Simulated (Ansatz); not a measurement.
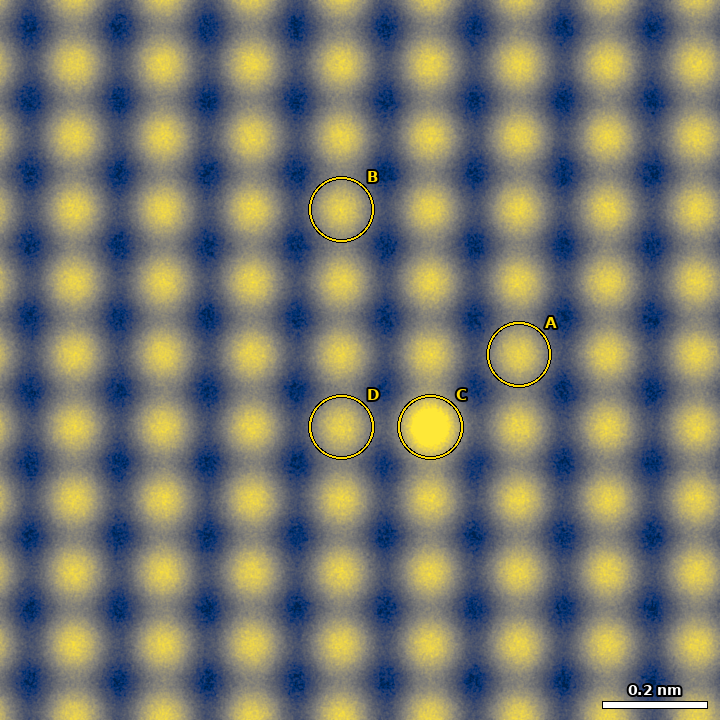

HAADF-like image of V (Pm-3m, No. 221) along [211]. Simulated incoherent Z contrast: every atom adds Z^1.7 spread by a probe of 1.01 Å full width; channelling and multiple scattering are left out. The display is stretched by a gamma of 0.65; percentages refer to the linear signal. Shot noise was added.

The sample is 3 repeats (18.0 Å) thick. One point defect was put into the perfect crystal, without relaxing the atoms around it. Brightness is counted from the darkest point of the image. Host structure: a calculation's starting geometry; the starting structure was generated, so it need not be a known form of this composition.

Which ringed column holds the defect, and does it scatter more or less than its equals?

C; it scatters more. The column holds 3 atoms (V) through the sample, and one V atom is replaced by Nb, so its peak rises to about 165 % of that of its equals.
